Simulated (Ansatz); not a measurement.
# Run report: SnO2, geometry relaxation (part 2 of 2)

The same run, continued: SnO2 (I4₁/amd, 6 atoms in the cell); DFT r2SCAN, scalar-relativistic, plane waves, PAW, no spin polarisation (Ansatz 0.2.0); cutoff 500 eV, 10×10×10 k-mesh, Gaussian smearing of 0.02 eV. The structure was made by swapping elements on the sites of another compound; it need not be a known phase. It belongs to a series of runs on one base structure; here: Ti -> Sn on all its sites, cell and atoms relaxed.

Geometry of the input (Å; fractional positions):
```
-1.9981  1.9981  5.1074
1.9981  -1.9981  5.1074
1.9981  1.9981  -5.1074
Sn 0.0000  0.0000  0.0000
Sn 0.7500  0.2500  0.5000
O  0.9536  0.4536  0.5000
O  0.2036  0.2036  0.0000
O  0.5464  0.0464  0.5000
O  0.7964  0.7964  0.0000
```

```
basis re-selected at this cell: Δ(F+E_penalty+E_count) = -1.516e-5 eV, ΔP = -0.000 GPa vs the last step (what re-selecting the basis moved, of the pressure what is left beyond the Pulay correction that the steps carried, after the strain that the cell walked since its last selection, with what the two solves' SCF thresholds leave and, on support functions, any second-order correction that the steps lacked; it is no measure of the basis error at this ecutwfc). This SCF's stress stands 2.60e-2 GPa from its target on what of the cell is left free (relax.cell.stress_tol is 1.00e-1 GPa) and its largest allowed force component is 1.90e-3 eV/Å (relax.f_tol is 1.00e-2 eV/Å): within both
SCF converged after 5 iterations
Free energy (F): -14351.913430 eV
Harris-Foulkes:  -14351.913430 eV  (|F-HF|=1.82e-12)
Internal energy: -14351.913430 eV  (E = F + TS)
E sigma→0 (E₀):  -14351.913430 eV
Fermi energy:    7.784520 eV
--- Per-component energies (eV) ---
  E_band       = -257.588111
  E_kinetic    = 1085.162178
  E_local      = -3557.965979  (includes V_loc(G=0)·N_el)
  E_nonlocal   = 131.540767
  E_hartree    = 1791.890673
  E_xc         = -1035.313615
  E_vxc        = -622.369410  (∫ρ·V_xc dr)
  E_paw        = -8986.161611  (= ΣΔE_a)
  E_vpaw       = -917.330642  (= ΣTr[D̂ρ^β])
  E_aug_tail   = 0.003977  (compensation charges beyond the density's cutoff)
  E_vtau       = 39.589658  (kinetic-family band-sum trace: ∫τ·v_τ [+ j·A + Jᵃ·Aᵃ] dr)
  E_ewald      = -3782.412697
  E_core_change = 1.342876  (= ΣΔE_core)
  E_smearing   = -0.000000  (= −TS)
  E_closure    = 0.000000  (closes the sum)
  Σ components = -14351.913430   (vs F -14351.913430, Δ=0.00e0)
--- Forces (eV/Å), atoms counted from 1 ---
  atom   1  Sn    -0.00000000    -0.00000000     0.00000000
  atom   2  Sn    -0.00000000     0.00000000     0.00000000
  atom   3  O      0.00000000     0.00000000     0.00189637
  atom   4  O      0.00000000     0.00000000     0.00189637
  atom   5  O      0.00000000     0.00000000    -0.00189637
  atom   6  O      0.00000000    -0.00000000    -0.00189637
  max |Σ_I F_I| component: 7.70e-18 eV/Å
--- Stress (GPa, compression-positive) ---
        0.017573      -0.000000      -0.000000
       -0.000000       0.017573      -0.000000
       -0.000000       0.000000       0.025979
  P = ⅓ Tr σ = 0.0204 GPa (0.204 kbar)
--- Band table (eV; the first three rows and the last of 102) ---
  k-point 0: bands = ["-14.4623", "-14.4272", "-14.2688", "-13.5958", "-13.4664", "-13.4664", "-13.3229", "-13.3098", "-13.3098", "-13.2810", "-12.6611", "-9.9052", "-9.1991", "-9.0199", "1.8434", "1.8958", "1.8958", "2.5236", "3.2292", "3.2292", "4.9885", "5.6130", "5.9539", "5.9539", "6.2072", "6.2072", "8.9520", "12.9977", "16.6290", "17.2707", "17.4808", "19.2887"]
  k-point 1: bands = ["-14.4390", "-14.3761", "-14.2207", "-13.6319", "-13.4692", "-13.4595", "-13.3269", "-13.3248", "-13.3149", "-13.2827", "-12.5224", "-9.9991", "-9.2328", "-9.1860", "0.7474", "2.1570", "2.2203", "2.7579", "3.0298", "3.8222", "5.1987", "5.4983", "5.6041", "5.9843", "6.0577", "6.2638", "9.5929", "13.0809", "16.8343", "17.3241", "17.4157", "18.5852"]
  k-point 2: bands = ["-14.3746", "-14.2305", "-14.0829", "-13.7253", "-13.4782", "-13.4399", "-13.3380", "-13.3291", "-13.3289", "-13.2898", "-12.1686", "-10.2516", "-9.6159", "-9.3490", "-0.1949", "1.7877", "2.0396", "2.8513", "4.0859", "4.7912", "4.8625", "5.1896", "5.6657", "5.6975", "6.0635", "6.3924", "10.9095", "13.3700", "17.1552", "17.1925", "17.2918", "17.5275"]
  k-point 101: bands = ["-14.6229", "-14.6229", "-13.7205", "-13.7205", "-13.5074", "-13.5074", "-13.3020", "-13.3020", "-13.2653", "-13.2653", "-11.7568", "-11.7568", "-8.6795", "-8.6795", "1.5033", "1.5033", "3.2041", "3.2041", "3.8484", "3.8484", "3.9386", "3.9386", "5.5821", "5.5821", "6.3146", "6.3146", "11.6346", "11.6346", "14.9524", "14.9524", "19.6094", "19.6094"]
--- Relaxed structure (3 steps of the walk, 3 accepted, 1 SCFs on fresh bases) ---
  F+E_penalty+E_count = -14351.91343028 eV   max|allowed force component| = 1.896e-3 eV/Å   (the final SCF, on the basis selected at the relaxed cell)
  cell:  # Å, volume = 81.5935 Å³
    - [-1.9994894307611635, 1.9994894307611635, 5.102196064337921]
    - [1.9994894307611635, -1.9994894307611635, 5.102196064337921]
    - [1.9994894307611635, 1.9994894307611635, -5.102196064337921]
  atoms:
    - { symbol: Sn, position: [-1.7690037817278163e-21, -1.769003781727823e-21, -1.6315851281868818e-36] }
    - { symbol: Sn, position: [0.75, 0.25, 0.5] }
    - { symbol: O, position: [0.9536214775252212, 0.45362147752522125, 0.5000000000000001] }
    - { symbol: O, position: [0.203621477525221, 0.203621477525221, 4.8794784172397934e-36] }
    - { symbol: O, position: [0.5463785224747791, 0.04637852247477897, 0.5] }
    - { symbol: O, position: [0.7963785224747791, 0.7963785224747791, 5.6144723379994453e-36] }
```

Trajectory as extended XYZ (Å, eV, eV/Å), 4 frames, from step=1 to step=4
```
6
Lattice="-1.9981 1.9981 5.1074 1.9981 -1.9981 5.1074 1.9981 1.9981 -5.1074" Properties=species:S:1:pos:R:3:forces:R:3 step=1 energy=-14351.91331 pressure_GPa=0.04
Sn    0.0000    0.0000    0.0000    0.0000   0.0000   0.0000
Sn    0.0000    1.9981    2.5537    0.0000   0.0000   0.0000
O     0.0000    1.9981    4.6338    0.0000   0.0000  -0.0186
O     0.0000    0.0000    2.0801    0.0000   0.0000  -0.0186
O     0.0000    1.9981    0.4736    0.0000   0.0000   0.0186
O     0.0000    0.0000    8.1347    0.0000   0.0000   0.0186
6
Lattice="-1.9987 1.9987 5.1060 1.9987 -1.9987 5.1060 1.9987 1.9987 -5.1060" Properties=species:S:1:pos:R:3:forces:R:3 step=2 energy=-14351.91338 pressure_GPa=0.01
Sn    0.0000    0.0000    0.0000    0.0000   0.0000   0.0000
Sn    0.0000    1.9987    2.5530    0.0000   0.0000   0.0000
O     0.0000    1.9987    4.6322    0.0000   0.0000  -0.0089
O     0.0000    0.0000    2.0792    0.0000   0.0000  -0.0089
O     0.0000    1.9987    0.4738    0.0000   0.0000   0.0089
O     0.0000    0.0000    8.1327    0.0000   0.0000   0.0089
6
Lattice="-1.9995 1.9995 5.1022 1.9995 -1.9995 5.1022 1.9995 1.9995 -5.1022" Properties=species:S:1:pos:R:3:forces:R:3 step=3 energy=-14351.91342 pressure_GPa=0.02
Sn    0.0000    0.0000    0.0000    0.0000   0.0000   0.0000
Sn    0.0000    1.9995    2.5511    0.0000   0.0000   0.0000
O     0.0000    1.9995    4.6289    0.0000   0.0000   0.0019
O     0.0000    0.0000    2.0778    0.0000   0.0000   0.0019
O     0.0000    1.9995    0.4733    0.0000   0.0000  -0.0019
O     0.0000    0.0000    8.1266    0.0000   0.0000  -0.0019
6
Lattice="-1.9995 1.9995 5.1022 1.9995 -1.9995 5.1022 1.9995 1.9995 -5.1022" Properties=species:S:1:pos:R:3:forces:R:3 step=4 energy=-14351.91343 pressure_GPa=0.02
Sn    0.0000    0.0000    0.0000    0.0000   0.0000   0.0000
Sn    0.0000    1.9995    2.5511    0.0000   0.0000   0.0000
O     0.0000    1.9995    4.6289    0.0000   0.0000   0.0019
O     0.0000    0.0000    2.0778    0.0000   0.0000   0.0019
O     0.0000    1.9995    0.4733    0.0000   0.0000  -0.0019
O     0.0000    0.0000    8.1266    0.0000   0.0000  -0.0019
```

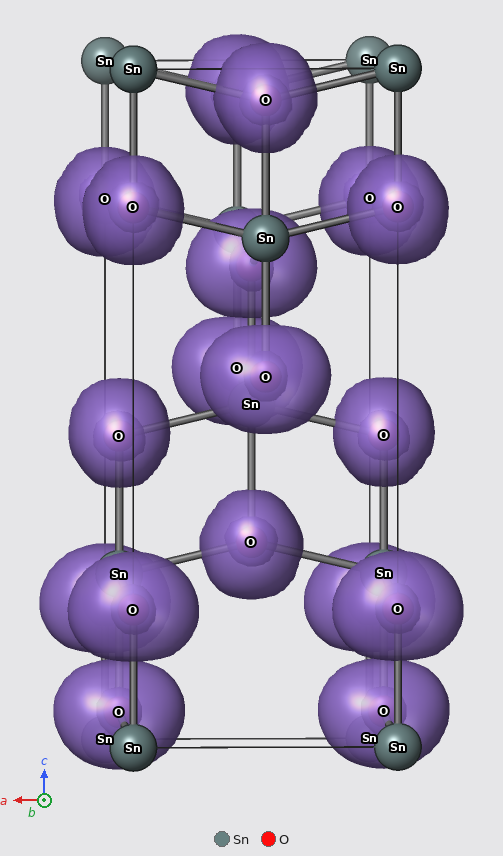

Fig. 1: Isosurface of the ELF at 0.7 (purple), seen at an oblique angle. Only the valence region is drawn (cores and ρ < 0.01 e/Å³ removed). Sticks mark near contacts. The outline is the cell set on symmetry axes. Values along the shortest contacts: Sn–O (2.05 Å): the ELF is about 0.25 at the midpoint. Core electrons are frozen (PAW), so the fields are smoothed inside the atomic spheres.

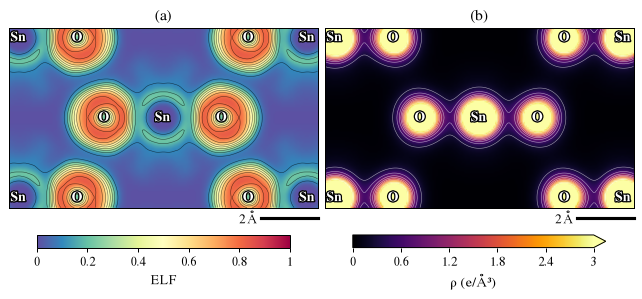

Fig. 2: (a) electron localisation function; (b) valence charge density (pseudo) on the (110) plane of the conventional cell. Atoms in the plane: Sn and O. Sn–O (2.08 Å): ρ at the midpoint is about 0.64 e/Å³; the ELF is about 0.25 at the midpoint. Away from the nuclei the density in this plane falls to 0.01 e/Å³ at its lowest.

Summary

```tsv
quantity	value
outcome	converged
space group (tolerance 0.01 Å)	I4₁/amd (141)
electrons treated	52
free energy	−14351.9134 eV
Fermi energy	7.785 eV
gap on the k-point mesh	2.34 eV
pressure	0.02 GPa
final volume	81.59 Å³
largest force (length of the vector) at the end	0.002 eV/Å
final cell	a = 5.833 Å, b = 5.833 Å, c = 5.833 Å, α = 139.91°, β = 139.91°, γ = 57.99°
hardware	1 thread of Oxide Virtual Turin-like (Zen 5), 32 GiB of memory available, shared host
wall time	2.6 min
peak memory	0.99 GiB
```
